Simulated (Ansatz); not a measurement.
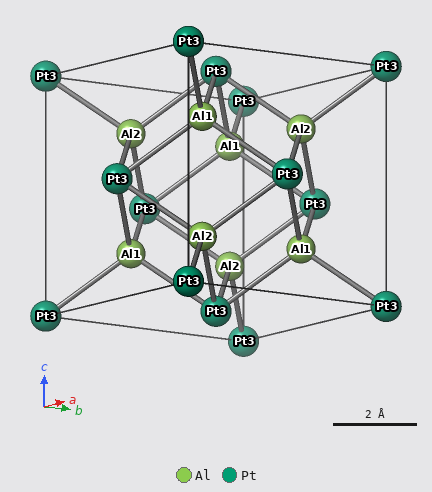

**Figure 1.** The structure as given in the input (ball-and-stick view of the cell 4 times as large as that of the calculation, set on its symmetry axes, seen at an oblique angle; atoms are numbered from 1 in the order of the input). An atom can appear more than once, as a periodic image. Near neighbours in the periodic cell (some may lie outside the picture): Al has 4 Pt at 2.56 Å; Pt has 8 Al at 2.56 Å.

## Run report: Al₂Pt, geometry relaxation (part 1 of 2)

- system: Al₂Pt (Fm-3m, 3 atoms in the cell)
- method: DFT PBE, scalar-relativistic, plane waves, PAW, no spin polarisation (Ansatz 0.2.0)

The structure derives from an entry of the Crystallography Open Database. Figures and captions count atoms from 1; the log counts them from 0 in places.

What the program printed
```
Engine: ansatz 0.2.0, x86_64-unknown-linux-gnu
Pseudopotentials: kind: paw
Pseudopotential: Al, paw, valence charge 3, recommended cutoff 420 eV (normal), Al.paw.azcp
Pseudopotential: Pt, paw, valence charge 18, recommended cutoff 420 eV (normal), Pt.paw.azcp
Functional definition: PBE
  parameter kappa = 0.804
  parameter beta = 0.06672455060314922
  exchange = pbe_x(kappa = kappa, mu = beta*pi^2/3)
  correlation = pbe_c(beta = beta)
Crystal: 3 atoms, lattice volume = 51.606 Å³
Basis set: ecut = 420 eV, 965 PW (Γ), exchange–correlation on 60×60×60 points (8 copies of the dense FFT grid, shifted against one another)
Bands: 16, of which v1, the nominal top of the filled ones, is band 12 counted from 1 (11 counted from 0)
Symmetry: 48 space group operations
Space group: Fm-3m (ITA 225), of the structure as read, at distance tolerance 3.7e-5 Å
k-points: 72 of 1728
Non-local potential: Al, projectors of the file, l = 0: 2, l = 1: 2, l = 2: 1
Non-local potential: Pt, projectors of the file, l = 0: 3, l = 1: 2, l = 2: 2, l = 3: 1
PAW form: soft (Blöchl's): semilocal exchange-correlation on the pseudo side does not see the compensation charge
PAW one-centre angular grid: Al, 110 points (default); XC on 64 Gauss nodes
PAW one-centre angular grid: Pt, 590 points (default); XC on 64 Gauss nodes
Initial density: superposition of atomic densities (neutral atoms: chi_scale 0, normalization atom), corrected by the library's trained network
Initial wavefunctions: pseudopotential atomic-orbital guess
Functional: x = pbe(κ = 0.804, μ = 0.2195149727645171), c = pbe(β = 0.06672455060314922)
SCF iter   1: F=—  HF=-13600.664453 eV  |F-HF|=—  |Δ(HF+E_count)|=         —  Δρ=1.91e-3  dr2=2.00e-3  ethr=1.77e-3  ⟨swp⟩=5.2  Hψ=5987  notcnv=0
preconditioner: auto → Kerker (q_TF=auto, 2.401 Å⁻¹)  [metal: Δε(μ)=0.030 eV  Ē_g=8.306 eV  σ=0.100 eV  W_gap=0.16  n_scr=14 (ndim 8)  ℏωp=20.7 eV  f_vac=0.001  D(μ)=1.15/eV (n_scr^D=8)]
SCF iter   2: F=—  HF=-13600.664629 eV  |F-HF|=—  |Δ(HF+E_count)|=   1.75e-4  Δρ=9.34e-4  dr2=3.64e-4  ethr=8.33e-6  ⟨swp⟩=2.0  Hψ=2009  notcnv=0
SCF iter   3: F=—  HF=-13600.664650 eV  |F-HF|=—  |Δ(HF+E_count)|=   2.15e-5  Δρ=2.57e-4  dr2=3.23e-5  ethr=1.52e-6  ⟨swp⟩=2.1  Hψ=1665  notcnv=0
SCF iter   4: F=—  HF=-13600.664611 eV  |F-HF|=—  |Δ(HF+E_count)|=   3.95e-5  Δρ=5.06e-5  dr2=1.45e-6  ethr=1.35e-7  ⟨swp⟩=2.6  Hψ=1680  notcnv=0
iter 5 did not close the SCF: its close was put off for the readings that it lacked (scf_convergence_deferred on its scf_iter line)
SCF iter   5: F=-13600.664611 eV  HF=-13600.664611 eV  |F-HF|=5.47e-9  |Δ(HF+E_count)|=   3.78e-7  Δρ=1.04e-5  dr2=9.95e-8  ethr=6.03e-9  ⟨swp⟩=2.0  Hψ=1575  notcnv=0
SCF iter   6: F=-13600.664611 eV  HF=-13600.664611 eV  |F-HF|=4.93e-9  |Δ(HF+E_count)|=   1.11e-8  Δρ=2.88e-6  dr2=6.68e-9  ethr=4.15e-10  ⟨swp⟩=7.0  Hψ=7135  notcnv=0
SCF 1 converged in 6 iterations: F = -13600.664611 eV  dr2 = 6.68e-9
  greatest PAW one-centre occupation: 1.000 electrons in one spin orbital (limit 2), on the Pt atom at site 2 (counted from 0), in its partial waves of l = 0
relax step   1: F+E_penalty+E_count = -13600.66461055 eV  Δ(F+E_penalty+E_count) = +0.000e0 eV  max|allowed force component| = 1.542e-17 eV/Å  Δτ_max = 0.0000 Å  P = +2.468 GPa  Ω = 51.606 Å³  (6 SCF iters, dr2 threshold 1.00e-7 eV, accepted)
Crystal: 3 atoms, lattice volume = 52.837 Å³
Basis set: ecut = 420 eV, 1037 PW (Γ), exchange–correlation on 60×60×60 points (8 copies of the dense FFT grid, shifted against one another)
Initial density: handed on by an earlier stage of this run
Initial wavefunctions: those handed on with the density
iter 1 solved again at ethr=1.63e-5 eV; its pass at ethr=3.10e-3 eV (dr2=3.92e-3 eV) is discarded
SCF iter   1: F=—  HF=-13600.671857 eV  |F-HF|=—  |Δ(HF+E_count)|=         —  Δρ=2.37e-3  dr2=4.41e-3  ethr=1.63e-5  ⟨swp⟩=1.7  Hψ=6766  notcnv=0
preconditioner: auto → Kerker (q_TF=auto, 2.392 Å⁻¹)  [metal: Δε(μ)=0.043 eV  Ē_g=8.171 eV  σ=0.100 eV  W_gap=0.23  n_scr=14 (ndim 8)  ℏωp=20.4 eV  f_vac=0.002  D(μ)=1.18/eV (n_scr^D=8)]
SCF iter   2: F=—  HF=-13600.670820 eV  |F-HF|=—  |Δ(HF+E_count)|=   1.04e-3  Δρ=8.95e-4  dr2=2.47e-4  ethr=1.63e-5  ⟨swp⟩=2.4  Hψ=1629  notcnv=0
SCF iter   3: F=—  HF=-13600.670759 eV  |F-HF|=—  |Δ(HF+E_count)|=   6.07e-5  Δρ=4.24e-4  dr2=5.67e-5  ethr=1.03e-6  ⟨swp⟩=1.4  Hψ=1323  notcnv=0
SCF iter   4: F=—  HF=-13600.670767 eV  |F-HF|=—  |Δ(HF+E_count)|=   7.77e-6  Δρ=7.34e-5  dr2=5.15e-6  ethr=2.36e-7  ⟨swp⟩=2.1  Hψ=1953  notcnv=0
SCF iter   5: F=—  HF=-13600.670770 eV  |F-HF|=—  |Δ(HF+E_count)|=   2.86e-6  Δρ=2.09e-5  dr2=3.91e-7  ethr=2.15e-8  ⟨swp⟩=2.0  Hψ=1608  notcnv=0
SCF iter   6: F=-13600.670770 eV  HF=-13600.670770 eV  |F-HF|=1.67e-8  |Δ(HF+E_count)|=   2.47e-7  Δρ=7.08e-6  dr2=3.39e-8  ethr=1.25e-9  ⟨swp⟩=9.2  Hψ=7903  notcnv=0
SCF 2 converged in 6 iterations: F = -13600.670770 eV  dr2 = 3.39e-8
relax step   2: F+E_penalty+E_count = -13600.67077024 eV  Δ(F+E_penalty+E_count) = -6.160e-3 eV  max|allowed force component| = 5.705e-17 eV/Å  Δτ_max = 0.0000 Å  P = -0.681 GPa  Ω = 52.837 Å³  energy of the carried Pulay correction = -4.479e-4 eV  (6 SCF iters, dr2 threshold 3.00e-7 eV, accepted)
Crystal: 3 atoms, lattice volume = 52.566 Å³
iter 1 solved again at ethr=7.36e-7 eV; its pass at ethr=3.10e-3 eV (dr2=1.77e-4 eV) is discarded
SCF iter   1: F=—  HF=-13600.671554 eV  |F-HF|=—  |Δ(HF+E_count)|=         —  Δρ=5.25e-4  dr2=2.14e-4  ethr=7.36e-7  ⟨swp⟩=2.0  Hψ=6514  notcnv=0
preconditioner: auto → Kerker (q_TF=auto, 2.394 Å⁻¹)  [metal: Δε(μ)=0.033 eV  Ē_g=8.181 eV  σ=0.100 eV  W_gap=0.18  n_scr=14 (ndim 8)  ℏωp=20.5 eV  f_vac=0.000  D(μ)=1.17/eV (n_scr^D=8)]
SCF iter   2: F=—  HF=-13600.671465 eV  |F-HF|=—  |Δ(HF+E_count)|=   8.93e-5  Δρ=1.96e-4  dr2=1.13e-5  ethr=7.36e-7  ⟨swp⟩=2.3  Hψ=1668  notcnv=0
SCF iter   3: F=—  HF=-13600.671464 eV  |F-HF|=—  |Δ(HF+E_count)|=   1.09e-6  Δρ=9.35e-5  dr2=2.71e-6  ethr=4.70e-8  ⟨swp⟩=1.4  Hψ=1422  notcnv=0
SCF iter   4: F=-13600.671464 eV  HF=-13600.671464 eV  |F-HF|=1.01e-7  |Δ(HF+E_count)|=   2.83e-7  Δρ=1.58e-5  dr2=2.37e-7  ethr=1.25e-9  ⟨swp⟩=6.3  Hψ=7414  notcnv=0
SCF 3 converged in 4 iterations: F = -13600.671464 eV  dr2 = 2.37e-7
relax step   3: F+E_penalty+E_count = -13600.67146434 eV  Δ(F+E_penalty+E_count) = -6.941e-4 eV  max|allowed force component| = 4.896e-17 eV/Å  Δτ_max = 0.0000 Å  P = -0.021 GPa  Ω = 52.566 Å³  energy of the carried Pulay correction = -3.502e-4 eV  (4 SCF iters, dr2 threshold 3.00e-7 eV, accepted)
Initial wavefunctions: pseudopotential atomic-orbital guess (no wavefunctions were taken with the density)
iter 1 solved again at ethr=2.89e-8 eV; its pass at ethr=3.10e-3 eV (dr2=6.95e-6 eV) is discarded
SCF iter   1: F=—  HF=-13600.671857 eV  |F-HF|=—  |Δ(HF+E_count)|=         —  Δρ=5.64e-5  dr2=3.49e-7  ethr=2.89e-8  ⟨swp⟩=4.0  Hψ=9524  notcnv=0
preconditioner: auto → Kerker (q_TF=auto, 2.394 Å⁻¹)  [metal: Δε(μ)=0.034 eV  Ē_g=8.186 eV  σ=0.100 eV  W_gap=0.19  n_scr=14 (ndim 8)  ℏωp=20.5 eV  f_vac=0.000  D(μ)=1.17/eV (n_scr^D=8)]
SCF iter   2: F=—  HF=-13600.671825 eV  |F-HF|=—  |Δ(HF+E_count)|=   3.17e-5  Δρ=3.02e-5  dr2=1.75e-7  ethr=1.45e-9  ⟨swp⟩=1.8  Hψ=1512  notcnv=0
SCF iter   3: F=—  HF=-13600.671827 eV  |F-HF|=—  |Δ(HF+E_count)|=   2.30e-6  Δρ=6.40e-6  dr2=2.66e-8  ethr=7.30e-10  ⟨swp⟩=2.3  Hψ=1689  notcnv=0
SCF iter   4: F=—  HF=-13600.671827 eV  |F-HF|=—  |Δ(HF+E_count)|=   4.01e-8  Δρ=3.05e-6  dr2=5.75e-9  ethr=1.11e-10  ⟨swp⟩=2.2  Hψ=1659  notcnv=0
SCF iter   5: F=—  HF=-13600.671828 eV  |F-HF|=—  |Δ(HF+E_count)|=   1.32e-8  Δρ=4.20e-7  dr2=6.85e-11  ethr=2.40e-11  ⟨swp⟩=2.0  Hψ=1709  notcnv=0
SCF iter   6: F=-13600.671828 eV  HF=-13600.671828 eV  |F-HF|=1.82e-12  |Δ(HF+E_count)|=  2.91e-11  Δρ=1.04e-7  dr2=4.85e-12  ethr=1.00e-12  ⟨swp⟩=6.0  Hψ=4956  notcnv=0
SCF 4 converged in 6 iterations: F = -13600.671828 eV  dr2 = 4.85e-12
relax step   4: F+E_penalty+E_count = -13600.67182750 eV  Δ(F+E_penalty+E_count) = -3.632e-4 eV  max|allowed force component| = 4.703e-17 eV/Å  Δτ_max = 0.0000 Å  P = -0.017 GPa  Ω = 52.566 Å³  stress off target by 1.67e-2 GPa  SCF on the basis re-selected at this cell (its energy is not comparable with the rows above)  (6 SCF iters)
```

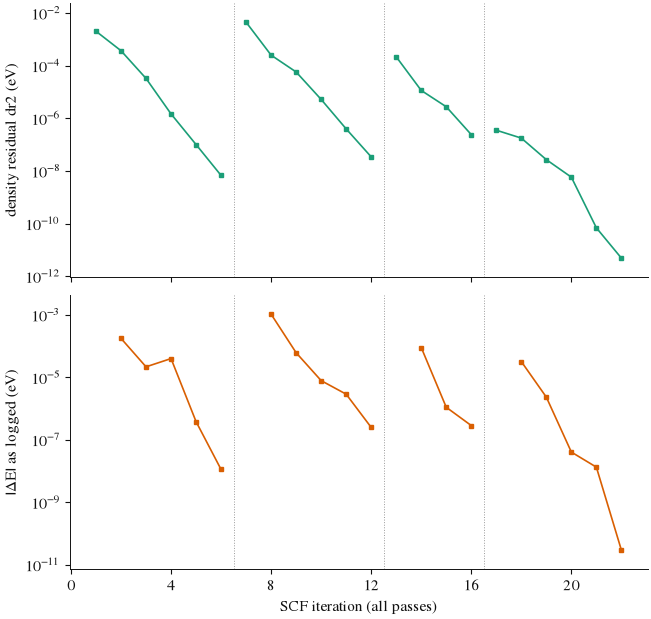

**Figure 2.** Convergence of the self-consistent field: density residual dr2 and size of the energy change against the SCF iteration. The dotted lines part the SCF passes of the relaxation: geometry steps, rejected trials and re-solves on a re-selected basis. The passes take 6, 6, 4 and 6 iterations.

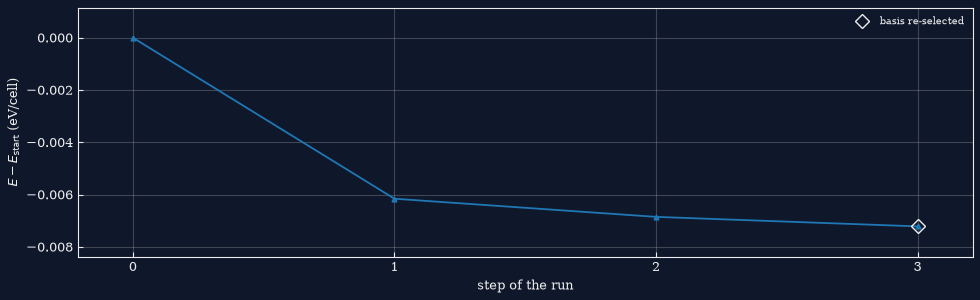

**Figure 3.** Progress of the relaxation, step by step (the first geometry is step 0 here and step 1 in the log).

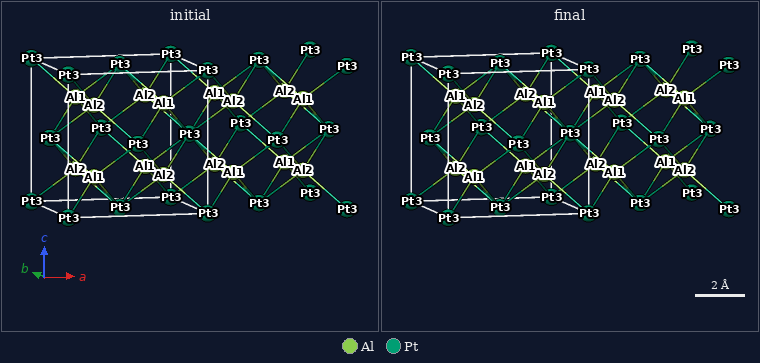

**Figure 4.** Before (left) and after (right) the relaxation, at one scale (ball-and-stick view of the cell 4 times as large as that of the calculation, set on its symmetry axes, repeated 2 × 1 × 1, seen slightly off an axis). No atom moves by more than 0.005 Å relative to the cell. The volume changes by +1.9 %, with a = b = c 5.910 → 5.946 Å (+0.6 %). Distances before and after: Al1–Pt3 2.559 → 2.575 Å. The space group stays Fm-3m (No. 225). The energy falls by 6.9 meV per cell of the calculation in 2 geometry steps. All forces vanish by symmetry, so only the cell relaxes. The pressure goes from 2.47 to −0.02 GPa. A last SCF at the same geometry on a re-selected plane-wave basis shifts the energy by −0.4 meV per cell of the calculation. (Atoms are counted from 1 in the order of the input.)

```
basis re-selected at this cell: Δ(F+E_penalty+E_count) = -3.632e-4 eV, ΔP = +0.004 GPa vs the last step (what re-selecting the basis moved, of the pressure what is left beyond the Pulay correction that the steps carried, after the strain that the cell walked since its last selection, with what the two solves' SCF thresholds leave and, on support functions, any second-order correction that the steps lacked; it is no measure of the basis error at this ecutwfc). This SCF's stress stands 1.67e-2 GPa from its target on what of the cell is left free (relax.cell.stress_tol is 5.00e-2 GPa) and its largest allowed force component is 4.70e-17 eV/Å (relax.f_tol is 5.00e-3 eV/Å): within both
SCF converged after 6 iterations
Free energy (F): -13600.671828 eV
Harris-Foulkes:  -13600.671828 eV  (|F-HF|=1.82e-12)
Internal energy: -13600.665981 eV  (E = F + TS)
E sigma→0 (E₀):  -13600.668904 eV
Entropy (-TS):   -0.005847 eV (-1.949 meV/atom)
Fermi energy:    11.146548 eV
```
